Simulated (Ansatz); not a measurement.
Consider TiB.

```cif
data_structure
_symmetry_space_group_name_H-M 'P 1'
_symmetry_Int_Tables_number 1
_cell_length_a 6.1007
_cell_length_b 3.0487
_cell_length_c 4.5570
_cell_angle_alpha 90.000
_cell_angle_beta 90.000
_cell_angle_gamma 90.000
_cell_volume 84.76
loop_
_atom_site_label
_atom_site_type_symbol
_atom_site_fract_x
_atom_site_fract_y
_atom_site_fract_z
_atom_site_occupancy
Ti1 Ti 0.67758 0.25000 0.37733 1
Ti2 Ti 0.32242 0.75000 0.62267 1
Ti3 Ti 0.82242 0.75000 0.87733 1
Ti4 Ti 0.17758 0.25000 0.12267 1
B1 B 0.53012 0.25000 0.90062 1
B2 B 0.46988 0.75000 0.09938 1
B3 B 0.96988 0.75000 0.40062 1
B4 B 0.03012 0.25000 0.59938 1
```

Space group Pnma.

Method: Ansatz 0.2.0, Kohn-Sham DFT of a periodic cell, r2SCAN, Ansatz PAW.

Q: What will maps of the valence pseudo-density and electron localisation function show?

A: Ti–B (2.35 Å): the density is about 0.35 e/Å³ at the midpoint; the ELF peaks at about 0.65 in the valence shell of B, 0.8 Å from its nucleus, and is about 0.25 at the midpoint.

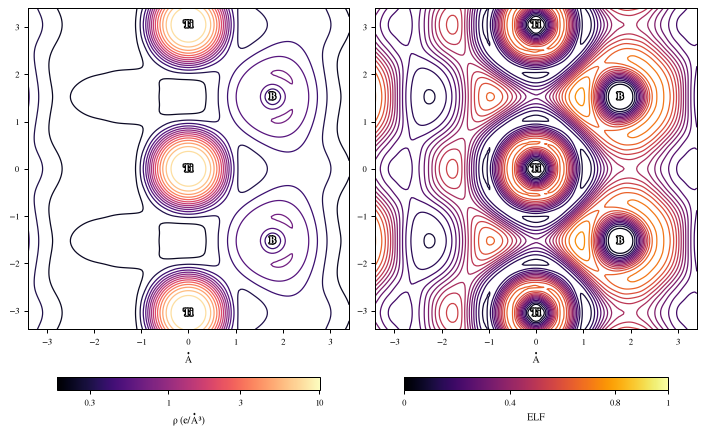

Computed valence pseudo-density and electron localisation function on the (001) plane of the conventional cell, in this order. 

The density is the valence pseudo-density of a PAW calculation; it isn't the true density close to the nuclei.
